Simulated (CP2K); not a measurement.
## Energy of Br along an even scaling of the cell

System: Br (I4/mmm, 1 atom in the cell).
Method: Kohn-Sham DFT of a periodic cell, PBE, GTH-PBE with UZH-TZVP basis, no spin polarisation (CP2K 2026.2).

The 6 runs differ only in the geometry, by an even scaling of the cell at fixed fractional positions. The structure derives from a Materials Project entry.

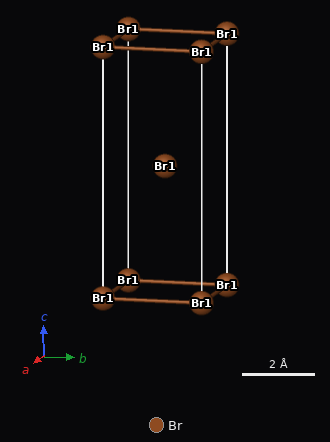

Figure 1. The structure of run 4 (ball-and-stick view of the cell 2 times as large as that of the calculation, set on its symmetry axes, seen slightly off an axis; atoms are numbered from 1 in the order of the input).

### Input of run 4
```
&GLOBAL
  PROJECT br_eos
  RUN_TYPE ENERGY_FORCE
  PRINT_LEVEL LOW
&END GLOBAL
&FORCE_EVAL
  METHOD QS
  STRESS_TENSOR ANALYTICAL
  &DFT
    BASIS_SET_FILE_NAME BASIS_MOLOPT_UZH
    POTENTIAL_FILE_NAME POTENTIAL_UZH
    WFN_RESTART_FILE_NAME previous-RESTART.kp
    &MGRID
      CUTOFF 450
      REL_CUTOFF 60
      NGRIDS 4
    &END MGRID
    &QS
      METHOD GPW
      EPS_DEFAULT 1.0E-10
    &END QS
    &KPOINTS
      SCHEME MONKHORST-PACK 13 13 13
      GAMMA_CENTERED T
      SYMMETRY T
      SYMMETRY_BACKEND SPGLIB
    &END KPOINTS
    &SCF
      SCF_GUESS RESTART
      EPS_SCF 1.0E-6
      MAX_SCF 100
      ADDED_MOS 8
      CHOLESKY OFF
      EPS_EIGVAL 1.0E-7
      &DIAGONALIZATION ON
        ALGORITHM STANDARD
      &END DIAGONALIZATION
      &MIXING ON
        METHOD BROYDEN_MIXING
        ALPHA 0.4
        BETA 1.5
        NBUFFER 8
      &END MIXING
      &SMEAR ON
        METHOD FERMI_DIRAC
        ELECTRONIC_TEMPERATURE [K] 580.226
      &END SMEAR
    &END SCF
    &XC
      &XC_FUNCTIONAL PBE
      &END XC_FUNCTIONAL
    &END XC
    &PRINT
      &KPOINTS ON
      &END KPOINTS
      &MULLIKEN ON
      &END MULLIKEN
      &MO ON
        ENERGIES T
        OCCUPATION_NUMBERS T
        &EACH
          QS_SCF 0
        &END EACH
        ADD_LAST NUMERIC
      &END MO
    &END PRINT
  &END DFT
  &SUBSYS
    &CELL
      ABC 4.1322184444 4.1322184445 4.1322184444
      ALPHA_BETA_GAMMA 139.4205436073 139.4205436070 58.7341865108
      PERIODIC XYZ
    &END CELL
    &COORD
      SCALED
      Br  0.0000000000 0.0000000000 0.0000000000
    &END COORD
    &KIND Br
      BASIS_SET TZVP-MOLOPT-PBE-GTH-q7
      POTENTIAL GTH-PBE-q7
    &END KIND
    &PRINT
      &ATOMIC_COORDINATES ON
      &END ATOMIC_COORDINATES
      &CELL ON
      &END CELL
    &END PRINT
  &END SUBSYS
  &PRINT
    &FORCES ON
    &END FORCES
    &STRESS_TENSOR ON
    &END STRESS_TENSOR
  &END PRINT
&END FORCE_EVAL
```

Command:
```bash
OMP_NUM_THREADS=1 cp2k.psmp -i br_eos.inp -o br_eos.out
```

Run 2 has the same physical settings and fractional positions; its lattice vectors (Å) are:
```
   4.049552    0.000000    0.000000
   2.101755    3.461430    0.000000
  -3.075653   -1.730715    1.985914
```

### Results, with one run withheld

| run | volume per atom (Å³) | free energy per atom, from the lowest run given (meV) | pressure (GPa) |
| --- | --- | --- | --- |
| 1 | 27.257 | 40.97 | 4.59 |
| 2 | 27.837 | ? | ? |
| 3 | 28.417 | 15.30 | 2.58 |
| 4 | 29.577 | 2.56 | 1.00 |
| 5 | 30.157 | 0.15 | 0.34 |
| 6 | 30.737 | 0.00 | −0.25 |

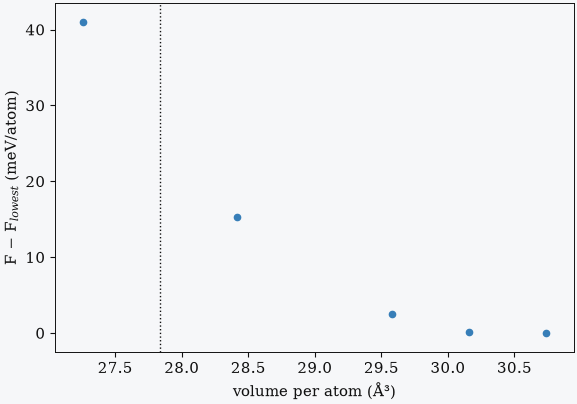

Figure 2. Free energy per atom of the runs given; the dotted line marks run 2.

What should run 2 give?

A cubic polynomial in V^(−2/3) (the Birch–Murnaghan form), fitted to the 5 runs given, misses them by under 0.01 meV per atom. With x = V^(−2/3) − 0.10550 Å⁻², it reads F = 5.6258 + 3876.8 x + 6.5711e+05 x² + 3.8054e+06 x³ (meV per atom). At run 2 it gives 26.32 meV per atom, and the run itself gives 26.32. The slope of the fit gives a pressure −dF/dV of 3.53 GPa there, and the run prints 3.53 GPa. The fit has its minimum at 30.486 Å³ per atom, where V d²F/dV² gives 30.5 GPa. Cell shape and fractional positions are held, so this is the stiffness under even scaling; the relaxed bulk modulus wasn't computed and can be far lower in a crystal of layers, chains or molecules like this one.

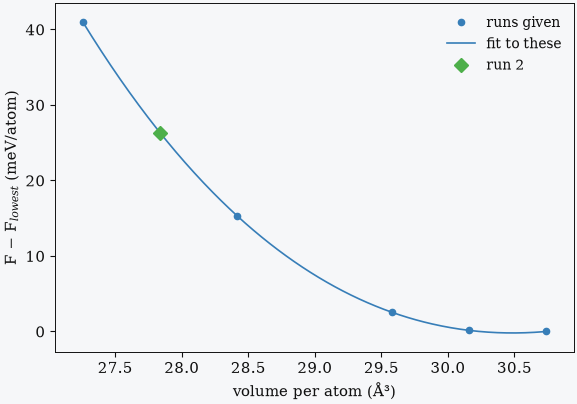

Figure 3. The fit and the withheld run.

### Some lines of the output (run 2)
```
[...]
 CELL| Volume [angstrom^3]:                                            27.837027
 CELL_REF| Volume [angstrom^3]:                                        27.837027
                        Smear method:                                FERMI_DIRAC
  Step     Update method      Time    Convergence         Total energy    Change
  Fermi energy:                                                 0.09528514533636
  Total energy:                                               -13.40648960471761
  Total energy (extrapolated to T->0):                        -13.40640780569760
 MO| E(Fermi):            0.095285 a.u.          2.592841 eV
 MO| Band gap:            0.485376 a.u.         13.207757 eV
 MO| Band gap:            0.470555 a.u.         12.804459 eV
 MO| Band gap:            0.462654 a.u.         12.589453 eV
```

Notes: The cell holds an odd number of electrons but the run has no spin polarisation, so it comes out as a metal.
